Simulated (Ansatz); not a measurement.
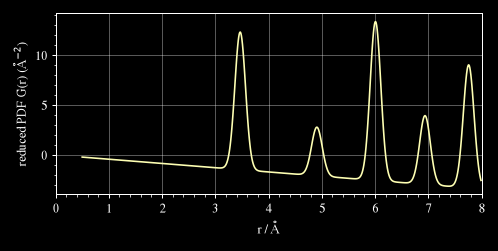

Computed X-ray G(r), with each pair weighted by the product of the atomic numbers (X-ray weights at Q = 0) and a uniform peak width σ = 0.10 Å. There is no Q-range truncation.

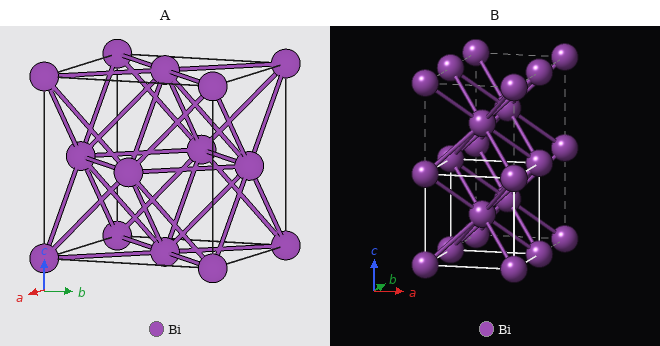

Candidate polymorphs:

A. Bi, a = 4.907 Å, b = 4.907 Å, c = 4.907 Å, α = 90.00°, β = 90.00°, γ = 90.00°, Fm-3m

B. Bi, a = 4.024 Å, b = 4.024 Å, c = 4.024 Å, α = 90.00°, β = 90.00°, γ = 90.00°, Im-3m

Origins: A, coordinates from a relaxation with DFT, LDA (PW92), plane waves (420 eV) with PAW, scalar-relativistic (Ansatz); the starting structure was generated, so it need not be a known form of this composition; B, the input geometry of an electronic-structure calculation (not necessarily at equilibrium); the starting structure was generated, so it need not be a known form of this composition.

From which structure was the curve computed?

Answer. Candidate A, Bi, Fm-3m (first clear peaks at 3.47 Å (Bi–Bi) and 4.91 Å (Bi–Bi)). B would give first clear peaks at 3.48 Å (Bi–Bi) and 4.02 Å (Bi–Bi).
